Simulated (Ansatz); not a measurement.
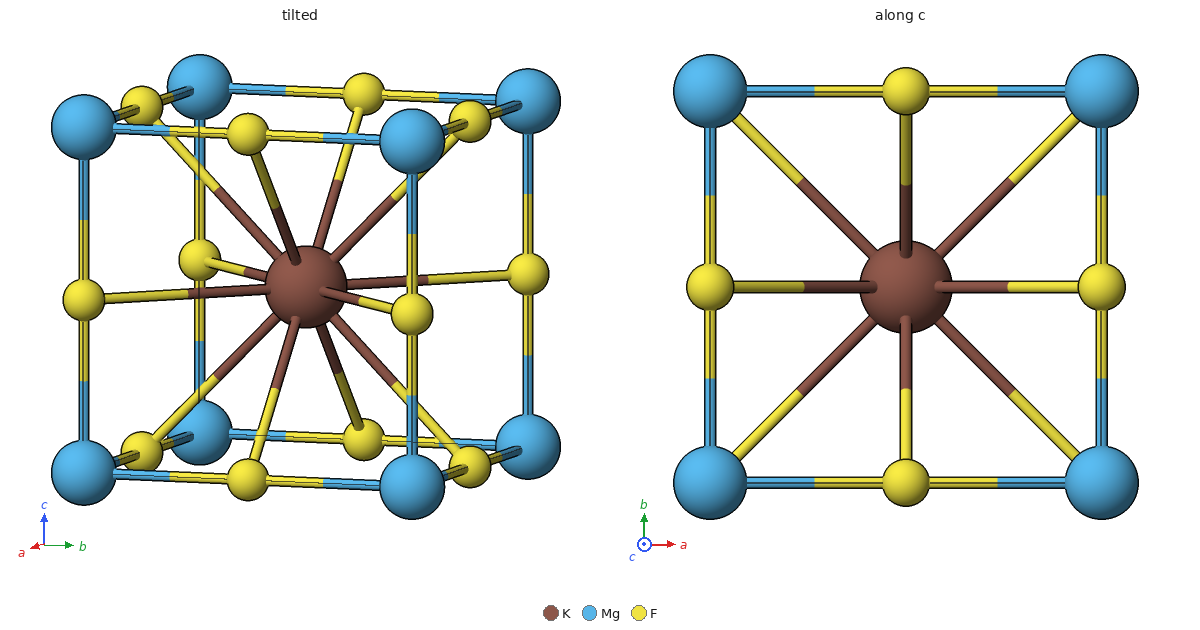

The crystal in a ball-and-stick representation, seen slightly off an axis and along the c axis. The lines enclose the conventional unit cell; boundary atoms appear with their images. Cell: a = 4.05 Å, b = 4.05 Å, c = 4.05 Å, α = 90.00°, β = 90.00°, γ = 90.00°.

Starting structure: a structure type filled with these elements by a generator (whether the compound takes this form wasn't checked). Earlier steps of the study may have refined or changed the cell and positions. An electronic-structure calculation with Ansatz was run on it.

### Characterise what is shown.

The solid is KMgF₃. Space group Pm-3m (No. 221), lattice primitive cubic. Among the common structure types it is cubic perovskite. Counting shared atoms by their share gives 1 K, 1 Mg, 3 F, or 5 atoms. Each K atom is coordinated by twelve F in a cuboctahedral arrangement at about 2.9 Å. Mg is linked to six F in an octahedral arrangement at about 2.0 Å. The coordination shell of F holds four K and two Mg in a distorted octahedral arrangement (about 2.9 Å to K, 2.0 Å to Mg). The bonds build a three-dimensional framework.

The calculation: DFT LDA, scalar-relativistic, plane waves, PAW in Ansatz 0.2.0, with a basis cut at 420 eV, 6×6×6 k-mesh, Gaussian smearing of 0.02 eV, no spin polarisation.

### How large a gap does the method give, if there is one?

An insulator at this level, with a gap of 6.61 eV, indirect.

### What charge does Bader's analysis assign to each element?

K +0.87 e; Mg +1.76 e; F -0.88 e.

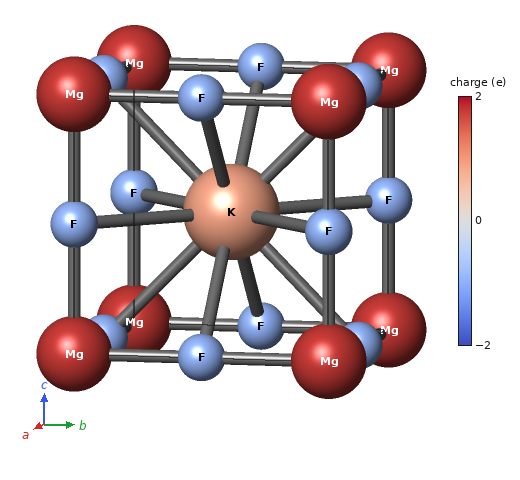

The atoms coloured by those charges. The run's cell of 5 atoms is drawn.

### Is this an equilibrium geometry for the method given?

No. All forces vanish to within 0.01 eV/Å. The pressure is -7.4 GPa, so the cell would contract.
